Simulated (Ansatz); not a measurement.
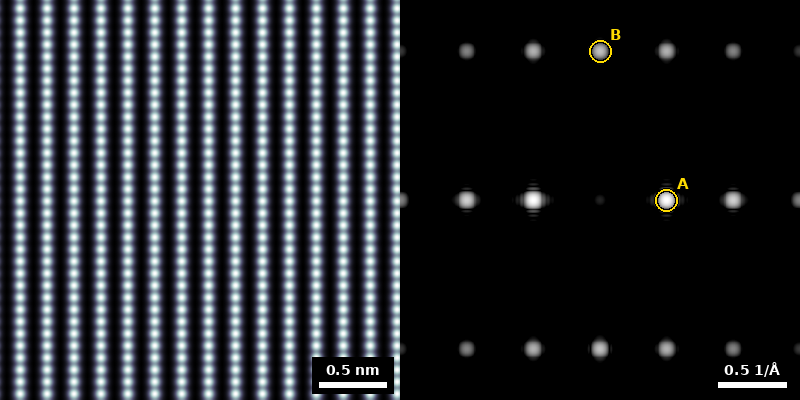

HAADF-like image of a crystal. The image is simulated as a sum over atoms of Z^1.8, blurred by a 0.62 Å probe (no channelling). The probe carries 15 % of its weight in a tail 2.5 times as wide. The display is stretched by a gamma of 0.65; percentages refer to the linear signal.

The right panel is the modulus of the image's Fourier transform on a logarithmic scale.

### Which lattice spacings do the marked spots stand for, and what angle do A and B enclose?

A: 2.0 Å, B: 0.9 Å; A and B enclose about 90°.

The crystal is Al (Fm-3m, No. 225) along [210]; the spots are (002) and (2 -4 0). Structure used: the geometry relaxed with DFT PBE, scalar-relativistic, plane waves, PAW in Ansatz 0.2.0; the starting structure was generated, so it need not be a known form of this composition.
